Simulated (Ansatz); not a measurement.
# Geometry relaxation of Sr₈Ti₈O₂₃ (charge +2) (part 1 of 3)

The run: geometry relaxation of Sr₈Ti₈O₂₃ (defect cell, 39 atoms in the cell, total charge +2). Method and program: DFT PBE, scalar-relativistic, plane waves, PAW, no spin polarisation (Ansatz 0.2.0).

The structure derives from a Materials Project entry. It belongs to a series of runs on one base structure; here: O on a O site beside a O vacancy, charge +2, atoms relaxed.

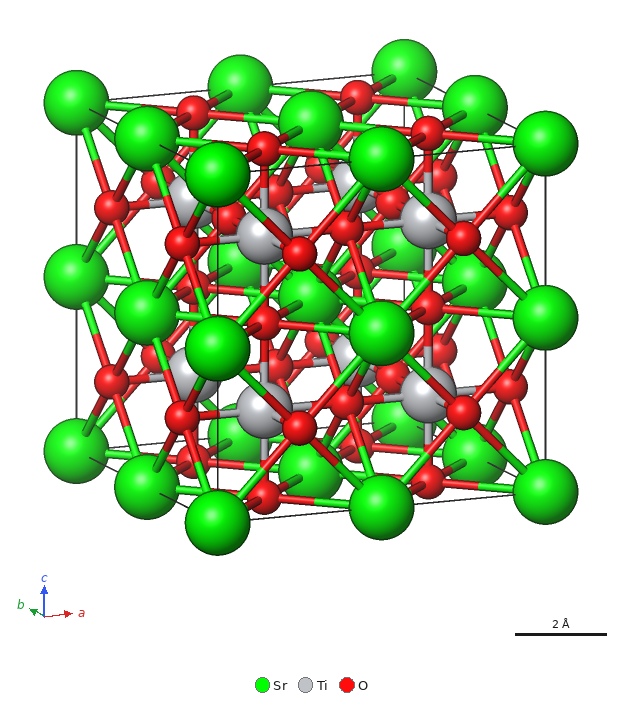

The structure as given in the input (ball-and-stick view of the cell of the calculation, seen slightly off an axis).

Input file:
```yaml
crystal:
  lattice:
    - [0.0, 7.8728452585, 0.0]
    - [0.0, 0.0, 7.8728452585]
    - [7.8728452585, 0.0, 0.0]
  atoms:
    - { symbol: Sr, position: [0.5, 0.0, 0.0] }
    - { symbol: Sr, position: [0.5, 0.5, 0.0] }
    - { symbol: Sr, position: [0.0, 0.0, 0.0] }
    - { symbol: Sr, position: [0.0, 0.5, 0.0] }
    - { symbol: Sr, position: [0.5, 0.0, 0.5] }
    - { symbol: Sr, position: [0.5, 0.5, 0.5] }
    - { symbol: Sr, position: [0.0, 0.0, 0.5] }
    - { symbol: Sr, position: [0.0, 0.5, 0.5] }
    - { symbol: Ti, position: [0.25, 0.25, 0.25] }
    - { symbol: Ti, position: [0.25, 0.75, 0.25] }
    - { symbol: Ti, position: [0.75, 0.25, 0.25] }
    - { symbol: Ti, position: [0.75, 0.75, 0.25] }
    - { symbol: Ti, position: [0.25, 0.25, 0.75] }
    - { symbol: Ti, position: [0.25, 0.75, 0.75] }
    - { symbol: Ti, position: [0.75, 0.25, 0.75] }
    - { symbol: Ti, position: [0.75, 0.75, 0.75] }
    - { symbol: O, position: [0.0, 0.25, 0.25] }
    - { symbol: O, position: [0.0, 0.75, 0.25] }
    - { symbol: O, position: [0.5, 0.25, 0.25] }
    - { symbol: O, position: [0.5, 0.75, 0.25] }
    - { symbol: O, position: [0.0, 0.25, 0.75] }
    - { symbol: O, position: [0.0, 0.75, 0.75] }
    - { symbol: O, position: [0.5, 0.25, 0.75] }
    - { symbol: O, position: [0.5, 0.75, 0.75] }
    - { symbol: O, position: [0.25, 0.0, 0.25] }
    - { symbol: O, position: [0.75, 0.5, 0.25] }
    - { symbol: O, position: [0.75, 0.0, 0.25] }
    - { symbol: O, position: [0.25, 0.5, 0.75] }
    - { symbol: O, position: [0.25, 0.0, 0.75] }
    - { symbol: O, position: [0.75, 0.5, 0.75] }
    - { symbol: O, position: [0.75, 0.0, 0.75] }
    - { symbol: O, position: [0.25, 0.25, 0.5] }
    - { symbol: O, position: [0.25, 0.75, 0.5] }
    - { symbol: O, position: [0.75, 0.25, 0.5] }
    - { symbol: O, position: [0.75, 0.75, 0.5] }
    - { symbol: O, position: [0.25, 0.25, 0.0] }
    - { symbol: O, position: [0.25, 0.75, 0.0] }
    - { symbol: O, position: [0.75, 0.25, 0.0] }
    - { symbol: O, position: [0.75, 0.75, 0.0] }
total_charge: 2
basis:
  ecutwfc: 420
  xc_grid: 2
kpoints:
  mp_grid: { grid: [2, 2, 2], shift: [0.5, 0.5, 0.5] }
hamiltonian:
  xc: pbe
scf:
  occupations: { method: gaussian, width: 0.02 }
output:
  forces: true
  stress: false
  eigenvalues: true
  write_density: true
  write_potential: true
  elf: true
  volumetric_format: npy
relax:
  adjacent_minimum: "off"
  f_tol: 0.02
  max_steps: 60
```

Hardware: 8 threads of AMD EPYC (Zen 3), 189 GiB of memory available, shared host.

Run as:
```bash
ansatz run input.yaml --threads 8 --pin off --max-ram 20480MiB --backend cpu --events-out ev --progress --plain --runs-dir out
```

Log:
```
Engine: ansatz 0.2.0, x86_64-unknown-linux-gnu
Pseudopotentials: kind: paw
Pseudopotential: Sr, paw, valence charge 10, recommended cutoff 420 eV (normal), Sr.paw.azcp
Pseudopotential: Ti, paw, valence charge 12, recommended cutoff 420 eV (normal), Ti.paw.azcp
Pseudopotential: O, paw, valence charge 6, recommended cutoff 420 eV (normal), O.paw.azcp
Functional definition: PBE
  parameter kappa = 0.804
  parameter beta = 0.06672455060314922
  exchange = pbe_x(kappa = kappa, mu = beta*pi^2/3)
  correlation = pbe_c(beta = beta)
Crystal: 39 atoms, lattice volume = 487.972 Å³
Basis set: ecut = 420 eV, 9627 PW (Γ), exchange–correlation on 108×108×108 points (8 copies of the dense FFT grid, shifted against one another)
Bands: 195, of which v1, the nominal top of the filled ones, is band 156 counted from 1 (155 counted from 0)
Symmetry: 16 space group operations
Space group: P4/mmm (ITA 123), of the structure as read, at distance tolerance 7.9e-5 Å
k-points: 1 of 8
Non-local potential: Sr, projectors of the file, l = 0: 3, l = 1: 2, l = 2: 2
Non-local potential: Ti, projectors of the file, l = 0: 3, l = 1: 2, l = 2: 3, l = 3: 1
Non-local potential: O, projectors of the file, l = 0: 2, l = 1: 2, l = 2: 1
PAW form: soft (Blöchl's): semilocal exchange-correlation on the pseudo side does not see the compensation charge
PAW one-centre angular grid: Sr, 110 points (default); XC on 64 Gauss nodes
PAW one-centre angular grid: Ti, 590 points (default); XC on 64 Gauss nodes
PAW one-centre angular grid: O, 110 points (default); XC on 64 Gauss nodes
Initial density: superposition of atomic densities (neutral atoms scaled as one to the charged cell's electrons: chi_scale 0, normalization atom), corrected by the library's trained network
Initial wavefunctions: pseudopotential atomic-orbital guess
Functional: x = pbe(κ = 0.804, μ = 0.2195149727645171), c = pbe(β = 0.06672455060314922)
SCF iter   1: F=—  HF=-61488.230456 eV  |F-HF|=—  |Δ(HF+E_count)|=         —  Δρ=1.71e-2  dr2=3.97e0  ethr=1.77e-3  ⟨swp⟩=7.0  Hψ=856  notcnv=0  defer=4
preconditioner: auto → Resta (q_TF=auto, 2.532 Å⁻¹)  ε∞=5.9  [insulator: Δε(μ)=1.997 eV  Ē_g=11.602 eV  σ=0.020 eV  W_gap=1.00  n_scr=146 (ndim 8)  ℏωp=25.6 eV  f_vac=0.000  D(μ)=0.00/eV (n_scr^D=0)  ε∞_Penn≈5.9]
SCF iter   2: F=—  HF=-61487.532135 eV  |F-HF|=—  |Δ(HF+E_count)|=   6.98e-1  Δρ=8.80e-3  dr2=1.46e0  ethr=1.27e-3  ⟨swp⟩=3.0  Hψ=235  notcnv=0  defer=30
SCF iter   3: F=—  HF=-61487.182340 eV  |F-HF|=—  |Δ(HF+E_count)|=   3.50e-1  Δρ=3.17e-3  dr2=1.04e-1  ethr=4.68e-4  ⟨swp⟩=3.0  Hψ=276  notcnv=0  defer=30
SCF iter   4: F=—  HF=-61487.162355 eV  |F-HF|=—  |Δ(HF+E_count)|=   2.00e-2  Δρ=1.02e-3  dr2=6.89e-3  ethr=3.32e-5  ⟨swp⟩=3.0  Hψ=391  notcnv=0  defer=30
SCF iter   5: F=—  HF=-61487.158978 eV  |F-HF|=—  |Δ(HF+E_count)|=   3.38e-3  Δρ=2.51e-4  dr2=4.64e-4  ethr=2.21e-6  ⟨swp⟩=2.0  Hψ=320  notcnv=0  defer=30
SCF iter   6: F=—  HF=-61487.159076 eV  |F-HF|=—  |Δ(HF+E_count)|=   9.79e-5  Δρ=6.62e-5  dr2=2.89e-5  ethr=1.49e-7  ⟨swp⟩=2.0  Hψ=313  notcnv=0  defer=30
SCF iter   7: F=-61487.159087 eV  HF=-61487.159088 eV  |F-HF|=1.26e-6  |Δ(HF+E_count)|=   1.21e-5  Δρ=2.59e-5  dr2=3.18e-6  ethr=3.21e-9  ⟨swp⟩=21.0  Hψ=2320  notcnv=0
SCF 1 converged in 7 iterations: F = -61487.159087 eV  dr2 = 3.18e-6
  greatest PAW one-centre occupation: 0.999 electrons in one spin orbital (limit 2), on the Ti atom at site 15 (counted from 0), in its partial waves of l = 0
relax step   1: F+E_penalty+E_count = -61487.15908705 eV  Δ(F+E_penalty+E_count) = +0.000e0 eV  max|allowed force component| = 4.655e0 eV/Å  Δτ_max = 0.0000 Å  (7 SCF iters, dr2 threshold 1.00e-5 eV, accepted)
Initial density: handed on by an earlier stage of this run
Initial wavefunctions: those handed on with the density
iter 1 solved again at ethr=8.35e-4 eV; its pass at ethr=3.10e-3 eV (dr2=2.61e0 eV) is discarded
SCF iter   1: F=—  HF=-61489.537164 eV  |F-HF|=—  |Δ(HF+E_count)|=         —  Δρ=1.61e-2  dr2=2.62e0  ethr=8.35e-4  ⟨swp⟩=1.0  Hψ=684  notcnv=0  defer=33
preconditioner: auto → Resta (q_TF=auto, 2.532 Å⁻¹)  ε∞=5.6  [insulator: Δε(μ)=2.307 eV  Ē_g=11.886 eV  σ=0.020 eV  W_gap=1.00  n_scr=146 (ndim 8)  ℏωp=25.6 eV  f_vac=0.014  D(μ)=0.00/eV (n_scr^D=0)  ε∞_Penn≈5.6]
SCF iter   2: F=—  HF=-61489.026323 eV  |F-HF|=—  |Δ(HF+E_count)|=   5.11e-1  Δρ=7.84e-3  dr2=5.74e-1  ethr=8.35e-4  ⟨swp⟩=3.0  Hψ=286  notcnv=0  defer=33
SCF iter   3: F=—  HF=-61488.896052 eV  |F-HF|=—  |Δ(HF+E_count)|=   1.30e-1  Δρ=5.26e-3  dr2=1.93e-1  ethr=1.84e-4  ⟨swp⟩=4.0  Hψ=356  notcnv=0  defer=32
SCF iter   4: F=—  HF=-61488.859380 eV  |F-HF|=—  |Δ(HF+E_count)|=   3.67e-2  Δρ=1.87e-3  dr2=2.02e-2  ethr=6.20e-5  ⟨swp⟩=3.0  Hψ=293  notcnv=0  defer=32
SCF iter   5: F=—  HF=-61488.853366 eV  |F-HF|=—  |Δ(HF+E_count)|=   6.01e-3  Δρ=1.07e-3  dr2=6.04e-3  ethr=6.47e-6  ⟨swp⟩=2.0  Hψ=270  notcnv=0  defer=32
SCF iter   6: F=—  HF=-61488.852656 eV  |F-HF|=—  |Δ(HF+E_count)|=   7.10e-4  Δρ=3.92e-4  dr2=7.91e-4  ethr=1.94e-6  ⟨swp⟩=2.0  Hψ=279  notcnv=0  defer=32
SCF iter   7: F=—  HF=-61488.852698 eV  |F-HF|=—  |Δ(HF+E_count)|=   4.18e-5  Δρ=1.72e-4  dr2=1.51e-4  ethr=2.54e-7  ⟨swp⟩=2.0  Hψ=279  notcnv=0  defer=32
SCF iter   8: F=—  HF=-61488.852787 eV  |F-HF|=—  |Δ(HF+E_count)|=   9.00e-5  Δρ=1.15e-4  dr2=7.88e-5  ethr=3.21e-8  ⟨swp⟩=20.0  Hψ=2027  notcnv=0
SCF iter   9: F=-61488.852789 eV  HF=-61488.852786 eV  |F-HF|=2.17e-6  |Δ(HF+E_count)|=   1.07e-6  Δρ=3.53e-5  dr2=7.65e-6  ethr=2.53e-8  ⟨swp⟩=14.0  Hψ=1877  notcnv=0
SCF 2 converged in 9 iterations: F = -61488.852789 eV  dr2 = 7.65e-6
  greatest PAW one-centre occupation: 0.999 electrons in one spin orbital (limit 2), on the Ti atom at site 13 (counted from 0), in its partial waves of l = 0
relax step   2: F+E_penalty+E_count = -61488.85278859 eV  Δ(F+E_penalty+E_count) = -1.694e0 eV  max|allowed force component| = 1.311e0 eV/Å  Δτ_max = 0.1948 Å  (9 SCF iters, dr2 threshold 1.00e-4 eV, accepted)
SCF iter   1: F=—  HF=-61489.124434 eV  |F-HF|=—  |Δ(HF+E_count)|=         —  Δρ=4.02e-3  dr2=1.18e-1  ethr=6.08e-4  ⟨swp⟩=4.0  Hψ=344  notcnv=0  defer=32
preconditioner: auto → Resta (q_TF=auto, 2.532 Å⁻¹)  ε∞=5.7  [insulator: Δε(μ)=2.408 eV  Ē_g=11.828 eV  σ=0.020 eV  W_gap=1.00  n_scr=146 (ndim 8)  ℏωp=25.6 eV  f_vac=0.013  D(μ)=0.00/eV (n_scr^D=0)  ε∞_Penn≈5.7]
SCF iter   2: F=—  HF=-61489.105654 eV  |F-HF|=—  |Δ(HF+E_count)|=   1.88e-2  Δρ=1.87e-3  dr2=2.30e-2  ethr=3.77e-5  ⟨swp⟩=2.0  Hψ=301  notcnv=0  defer=32
SCF iter   3: F=—  HF=-61489.098173 eV  |F-HF|=—  |Δ(HF+E_count)|=   7.48e-3  Δρ=9.70e-4  dr2=7.04e-3  ethr=7.39e-6  ⟨swp⟩=2.0  Hψ=285  notcnv=0  defer=32
SCF iter   4: F=—  HF=-61489.096651 eV  |F-HF|=—  |Δ(HF+E_count)|=   1.52e-3  Δρ=3.26e-4  dr2=6.18e-4  ethr=2.26e-6  ⟨swp⟩=2.0  Hψ=283  notcnv=0  defer=32
SCF iter   5: F=—  HF=-61489.096555 eV  |F-HF|=—  |Δ(HF+E_count)|=   9.56e-5  Δρ=1.70e-4  dr2=1.41e-4  ethr=1.98e-7  ⟨swp⟩=2.0  Hψ=279  notcnv=0  defer=32
SCF iter   6: F=—  HF=-61489.096557 eV  |F-HF|=—  |Δ(HF+E_count)|=   1.47e-6  Δρ=1.17e-4  dr2=6.66e-5  ethr=3.21e-8  ⟨swp⟩=19.0  Hψ=1879  notcnv=0
SCF iter   7: F=-61489.096551 eV  HF=-61489.096549 eV  |F-HF|=2.00e-6  |Δ(HF+E_count)|=   7.10e-6  Δρ=3.27e-5  dr2=4.46e-6  ethr=2.13e-8  ⟨swp⟩=13.0  Hψ=1877  notcnv=0
SCF 3 converged in 7 iterations: F = -61489.096551 eV  dr2 = 4.46e-6
relax step   3: F+E_penalty+E_count = -61489.09655146 eV  Δ(F+E_penalty+E_count) = -2.438e-1 eV  max|allowed force component| = 2.541e-1 eV/Å  Δτ_max = 0.0392 Å  (7 SCF iters, dr2 threshold 1.00e-4 eV, accepted)
SCF iter   1: F=—  HF=-61489.215015 eV  |F-HF|=—  |Δ(HF+E_count)|=         —  Δρ=3.35e-3  dr2=1.25e-1  ethr=4.40e-4  ⟨swp⟩=3.0  Hψ=315  notcnv=0  defer=32
preconditioner: auto → Resta (q_TF=auto, 2.532 Å⁻¹)  ε∞=5.7  [insulator: Δε(μ)=2.503 eV  Ē_g=11.833 eV  σ=0.020 eV  W_gap=1.00  n_scr=146 (ndim 8)  ℏωp=25.6 eV  f_vac=0.012  D(μ)=0.00/eV (n_scr^D=0)  ε∞_Penn≈5.7]
SCF iter   2: F=—  HF=-61489.193355 eV  |F-HF|=—  |Δ(HF+E_count)|=   2.17e-2  Δρ=1.90e-3  dr2=3.46e-2  ethr=4.00e-5  ⟨swp⟩=3.0  Hψ=254  notcnv=0  defer=32
SCF iter   3: F=—  HF=-61489.184949 eV  |F-HF|=—  |Δ(HF+E_count)|=   8.41e-3  Δρ=1.38e-3  dr2=1.38e-2  ethr=1.11e-5  ⟨swp⟩=3.0  Hψ=287  notcnv=0  defer=32
SCF iter   4: F=—  HF=-61489.182017 eV  |F-HF|=—  |Δ(HF+E_count)|=   2.93e-3  Δρ=3.52e-4  dr2=4.55e-4  ethr=4.42e-6  ⟨swp⟩=2.0  Hψ=286  notcnv=0  defer=32
SCF iter   5: F=—  HF=-61489.180174 eV  |F-HF|=—  |Δ(HF+E_count)|=   1.84e-3  Δρ=2.86e-4  dr2=4.25e-4  ethr=1.46e-7  ⟨swp⟩=2.0  Hψ=309  notcnv=0  defer=32
SCF iter   6: F=—  HF=-61489.180116 eV  |F-HF|=—  |Δ(HF+E_count)|=   5.82e-5  Δρ=6.25e-5  dr2=2.17e-5  ethr=1.36e-7  ⟨swp⟩=2.0  Hψ=276  notcnv=0  defer=32
SCF iter   7: F=-61489.180120 eV  HF=-61489.180119 eV  |F-HF|=1.56e-6  |Δ(HF+E_count)|=   2.69e-6  Δρ=2.96e-5  dr2=3.63e-6  ethr=1.29e-9  ⟨swp⟩=21.0  Hψ=2092  notcnv=0
SCF 4 converged in 7 iterations: F = -61489.180120 eV  dr2 = 3.63e-6
relax step   4: F+E_penalty+E_count = -61489.18012048 eV  Δ(F+E_penalty+E_count) = -8.357e-2 eV  max|allowed force component| = 3.116e-1 eV/Å  Δτ_max = 0.0348 Å  (7 SCF iters, dr2 threshold 4.04e-6 eV, accepted)
SCF iter   1: F=—  HF=-61489.229057 eV  |F-HF|=—  |Δ(HF+E_count)|=         —  Δρ=2.44e-3  dr2=7.23e-2  ethr=1.87e-4  ⟨swp⟩=4.0  Hψ=316  notcnv=0  defer=32
preconditioner: auto → Resta (q_TF=auto, 2.532 Å⁻¹)  ε∞=5.7  [insulator: Δε(μ)=2.470 eV  Ē_g=11.824 eV  σ=0.020 eV  W_gap=1.00  n_scr=146 (ndim 8)  ℏωp=25.6 eV  f_vac=0.010  D(μ)=0.00/eV (n_scr^D=0)  ε∞_Penn≈5.7]
SCF iter   2: F=—  HF=-61489.217366 eV  |F-HF|=—  |Δ(HF+E_count)|=   1.17e-2  Δρ=1.24e-3  dr2=2.45e-2  ethr=2.32e-5  ⟨swp⟩=2.0  Hψ=226  notcnv=0  defer=32
SCF iter   3: F=—  HF=-61489.210711 eV  |F-HF|=—  |Δ(HF+E_count)|=   6.66e-3  Δρ=3.37e-4  dr2=6.83e-4  ethr=7.86e-6  ⟨swp⟩=3.0  Hψ=264  notcnv=0  defer=32
SCF iter   4: F=—  HF=-61489.208906 eV  |F-HF|=—  |Δ(HF+E_count)|=   1.80e-3  Δρ=1.24e-4  dr2=9.77e-5  ethr=2.19e-7  ⟨swp⟩=2.0  Hψ=283  notcnv=0  defer=32
SCF iter   5: F=—  HF=-61489.208904 eV  |F-HF|=—  |Δ(HF+E_count)|=   1.80e-6  Δρ=3.17e-5  dr2=6.66e-6  ethr=3.13e-8  ⟨swp⟩=2.0  Hψ=283  notcnv=0  defer=32
SCF iter   6: F=-61489.208906 eV  HF=-61489.208906 eV  |F-HF|=7.23e-9  |Δ(HF+E_count)|=   1.99e-6  Δρ=1.31e-5  dr2=7.45e-7  ethr=1.94e-9  ⟨swp⟩=20.0  Hψ=1954  notcnv=0
SCF 5 converged in 6 iterations: F = -61489.208906 eV  dr2 = 7.45e-7
relax step   5: F+E_penalty+E_count = -61489.20890630 eV  Δ(F+E_penalty+E_count) = -2.879e-2 eV  max|allowed force component| = 2.954e-2 eV/Å  Δτ_max = 0.0334 Å  (6 SCF iters, dr2 threshold 6.07e-6 eV, accepted)
SCF iter   1: F=—  HF=-61489.210916 eV  |F-HF|=—  |Δ(HF+E_count)|=         —  Δρ=2.08e-4  dr2=4.39e-4  ethr=2.09e-6  ⟨swp⟩=2.0  Hψ=299  notcnv=0  defer=26
preconditioner: auto → Resta (q_TF=auto, 2.532 Å⁻¹)  ε∞=5.7  [insulator: Δε(μ)=2.497 eV  Ē_g=11.824 eV  σ=0.020 eV  W_gap=1.00  n_scr=146 (ndim 8)  ℏωp=25.6 eV  f_vac=0.010  D(μ)=0.00/eV (n_scr^D=0)  ε∞_Penn≈5.7]
SCF iter   2: F=—  HF=-61489.210891 eV  |F-HF|=—  |Δ(HF+E_count)|=   2.50e-5  Δρ=1.01e-4  dr2=7.82e-5  ethr=1.41e-7  ⟨swp⟩=1.0  Hψ=225  notcnv=0  defer=28
SCF iter   3: F=—  HF=-61489.209163 eV  |F-HF|=—  |Δ(HF+E_count)|=   1.73e-3  Δρ=5.59e-5  dr2=2.44e-5  ethr=2.51e-8  ⟨swp⟩=2.0  Hψ=319  notcnv=0  defer=28
SCF iter   4: F=—  HF=-61489.209159 eV  |F-HF|=—  |Δ(HF+E_count)|=   3.94e-6  Δρ=2.95e-5  dr2=4.78e-6  ethr=7.81e-9  ⟨swp⟩=2.0  Hψ=279  notcnv=0  defer=28
SCF iter   5: F=—  HF=-61489.209158 eV  |F-HF|=—  |Δ(HF+E_count)|=   7.63e-7  Δρ=1.11e-5  dr2=5.29e-7  ethr=1.53e-9  ⟨swp⟩=2.0  Hψ=311  notcnv=0  defer=28
SCF iter   6: F=—  HF=-61489.209158 eV  |F-HF|=—  |Δ(HF+E_count)|=   1.89e-8  Δρ=5.66e-6  dr2=1.59e-7  ethr=3.21e-11  ⟨swp⟩=15.0  Hψ=1426  notcnv=0
SCF iter   7: F=-61489.209158 eV  HF=-61489.209158 eV  |F-HF|=3.78e-9  |Δ(HF+E_count)|=   1.02e-8  Δρ=2.09e-6  dr2=2.46e-8  ethr=3.21e-11  ⟨swp⟩=9.0  Hψ=1174  notcnv=0
SCF 6 converged in 7 iterations: F = -61489.209158 eV  dr2 = 2.46e-8
relax step   6: F+E_penalty+E_count = -61489.20915807 eV  Δ(F+E_penalty+E_count) = -2.518e-4 eV  max|allowed force component| = 1.173e-2 eV/Å  Δτ_max = 0.0027 Å  (7 SCF iters, accepted)
```

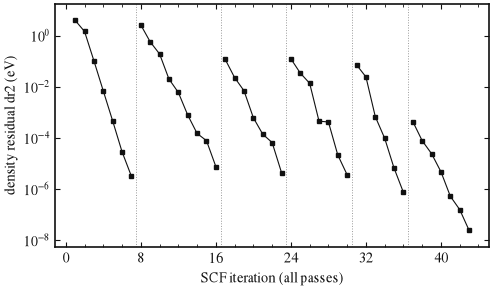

Convergence of the self-consistent field: density residual dr2 against the SCF iteration. The dotted lines part the SCF passes of the relaxation: geometry steps, rejected trials and re-solves on a re-selected basis. The 6 passes take 6 to 9 iterations each, 43 in all.
